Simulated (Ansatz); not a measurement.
**Ru: 6 runs along one coordinate**

System: Ru (P6₃/mmc, 2 atoms in the cell).
Method: DFT LDA, scalar-relativistic, plane waves, PAW, no spin polarisation (Ansatz 0.2.0).

The 6 runs differ only in the geometry, by a strain of the cell at fixed fractional positions. Against run 4, the strain is εzz = η. The structure derives from an entry of the Crystallography Open Database.

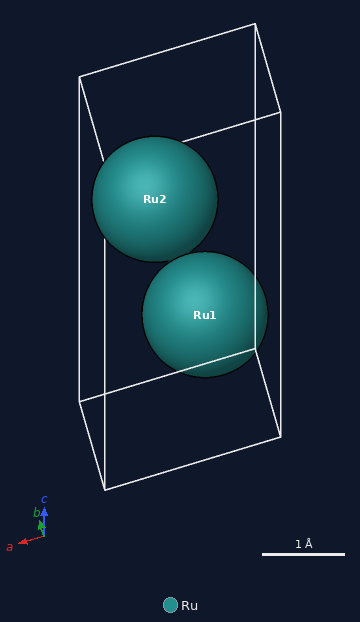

Figure 1. The structure of run 4 (spheres-only view of the cell of the calculation, seen at an oblique angle; atoms are numbered from 1 in the order of the input).

### Input of run 4
```yaml
crystal:
  lattice:
    - [2.7057993342, 0.0, 0.0]
    - [-1.3528996671, 2.343290961, 0.0]
    - [0.0, 0.0, 4.3889475]
  atoms:
    - { symbol: Ru, position: [0.3333333333, 0.6666666667, 0.25] }
    - { symbol: Ru, position: [0.6666666667, 0.3333333333, 0.75] }
basis:
  ecutwfc: 420
kpoints:
  mp_grid: { grid: [21, 21, 12] }
hamiltonian:
  xc: lda
scf:
  occupations: { method: gaussian, width: 0.15 }
output:
  forces: true
  stress: true
  eigenvalues: true
```

Lattice vectors (Å) and fractional positions of run 4:
```
   2.705799    0.000000    0.000000
  -1.352900    2.343291    0.000000
   0.000000    0.000000    4.388947
Ru  0.333333  0.666667  0.250000
Ru  0.666667  0.333333  0.750000
```

Run 5 differs from it as follows:
```diff
-    - [0.0, 0.0, 4.3889475]
+    - [0.0, 0.0, 4.6030425]
```

### Results, with one run withheld

```tsv
run	strain parameter η (%)	free energy per atom, from the lowest run given (meV)	pressure (GPa)
1	−12.1951	209.61	36.52
2	−9.7561	76.98	20.62
3	−7.3171	0.00	7.41
4	0.0000	26.47	−19.45
5	4.8780	?	?
6	7.3171	299.54	−33.07
```

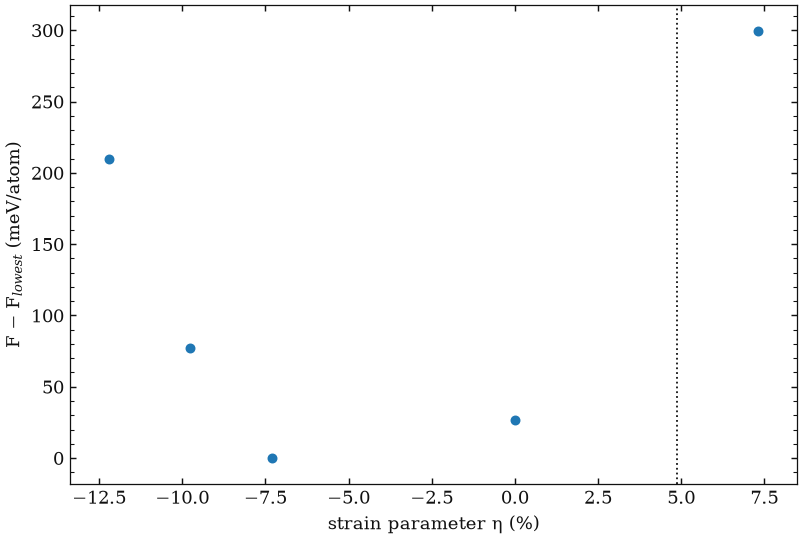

Figure 2. Free energy per atom of the runs given; the dotted line marks run 5.

Estimate the energy of run 5 from the others.

A cubic polynomial in the coordinate, fitted to the 5 runs given, misses them by at most 0.34 meV per atom. With x = η + 4.3902, it reads F = −30.865 − 0.039552 x + 3.33 x² − 0.078242 x³ (meV per atom). At run 5 it gives 192.52 meV per atom, and the run itself gives 190.20. The fit has its minimum at η = −4.3843 %. So low a polynomial doesn't follow these energies more closely.

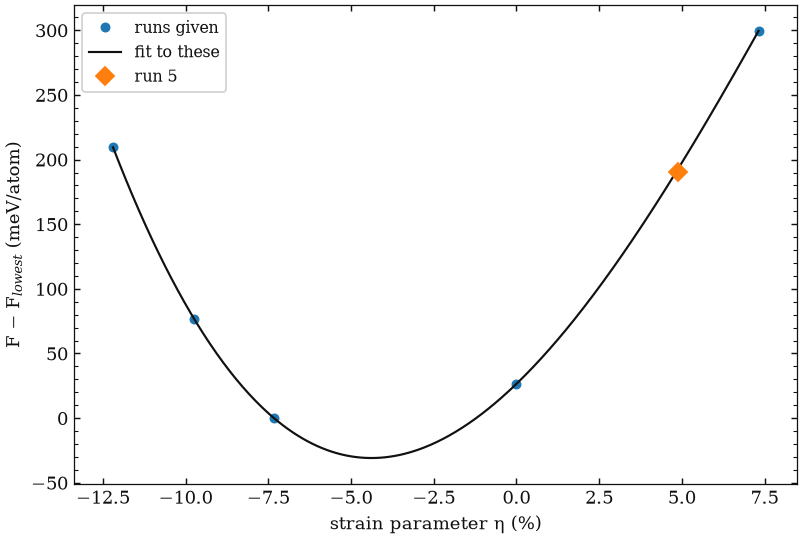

Figure 3. The fit and the withheld run.

### Output, shortened to warnings, some set-up lines, iterations and results (run 5)
```
Basis set: ecut = 420 eV, 573 PW (Γ)
Symmetry: 24 space group operations
k-points: 336 of 5292
Initial density: superposition of atomic densities (neutral atoms: chi_scale 0, normalization atom), corrected by the library's trained network
[...]
SCF iter   1: F=—  HF=-11516.145834 eV  |F-HF|=—  |Δ(HF+E_count)|=         —  Δρ=9.93e-3  dr2=1.40e-2  ethr=1.77e-3  ⟨swp⟩=4.9  Hψ=26363  notcnv=0
SCF iter   2: F=—  HF=-11516.144114 eV  |F-HF|=—  |Δ(HF+E_count)|=   1.72e-3  Δρ=5.01e-3  dr2=2.96e-3  ethr=4.36e-5  ⟨swp⟩=2.8  Hψ=12248  notcnv=0
SCF iter   3: F=—  HF=-11516.143609 eV  |F-HF|=—  |Δ(HF+E_count)|=   5.04e-4  Δρ=6.38e-4  dr2=3.63e-5  ethr=9.26e-6  ⟨swp⟩=2.0  Hψ=9278  notcnv=0
SCF iter   4: F=—  HF=-11516.143610 eV  |F-HF|=—  |Δ(HF+E_count)|=   1.17e-6  Δρ=8.20e-5  dr2=1.39e-6  ethr=1.13e-7  ⟨swp⟩=2.7  Hψ=10486  notcnv=0
SCF iter   5: F=-11516.143610 eV  HF=-11516.143610 eV  |F-HF|=1.03e-8  |Δ(HF+E_count)|=   2.79e-7  Δρ=1.82e-5  dr2=6.55e-8  ethr=4.34e-9  ⟨swp⟩=2.1  Hψ=9053  notcnv=0
SCF iter   6: F=-11516.143610 eV  HF=-11516.143610 eV  |F-HF|=1.46e-10  |Δ(HF+E_count)|=   4.62e-9  Δρ=2.73e-6  dr2=1.64e-9  ethr=2.05e-10  ⟨swp⟩=2.3  Hψ=23152  notcnv=0
SCF 1 converged in 6 iterations: F = -11516.143610 eV  dr2 = 1.64e-9
SCF converged after 6 iterations
Free energy (F): -11516.143610 eV
Harris-Foulkes:  -11516.143610 eV  (|F-HF|=1.46e-10)
Internal energy: -11516.124244 eV  (E = F + TS)
E sigma→0 (E₀):  -11516.133927 eV
Entropy (-TS):   -0.019366 eV (-9.683 meV/atom)
Fermi energy:    21.203956 eV
--- Per-component energies (eV) ---
  E_band       = -172.220661
  E_kinetic    = 1022.589551
  E_local      = -2675.372683  (includes V_loc(G=0)·N_el)
  E_nonlocal   = 696.283899
  E_hartree    = 853.874033
  E_xc         = -376.687874
  E_vxc        = -474.672883  (∫ρ·V_xc dr)
  E_paw        = -6682.136393  (= ΣΔE_a)
  E_vpaw       = -448.795364  (= ΣTr[D̂ρ^β])
  E_aug_tail   = -0.000437  (compensation charges beyond the density's cutoff)
  E_ewald      = -4355.817710
  E_core_change = 1.143370  (= ΣΔE_core)
  E_smearing   = -0.019366  (= −TS)
  E_closure    = 0.000000  (closes the sum)
  Σ components = -11516.143610   (vs F -11516.143610, Δ=0.00e0)
--- Forces (eV/Å), atoms counted from 1 ---
  atom   1  Ru    -0.00000000    -0.00000000     0.00000000
  atom   2  Ru    -0.00000000     0.00000000     0.00000000
  max |Σ_I F_I| component: 1.85e-17 eV/Å
--- Stress (GPa, compression-positive) ---
      -20.447425       0.000000       0.000000
        0.000000     -20.447425      -0.000000
        0.000000      -0.000000     -48.021299
  P = ⅓ Tr σ = -29.6387 GPa (-296.387 kbar)
```
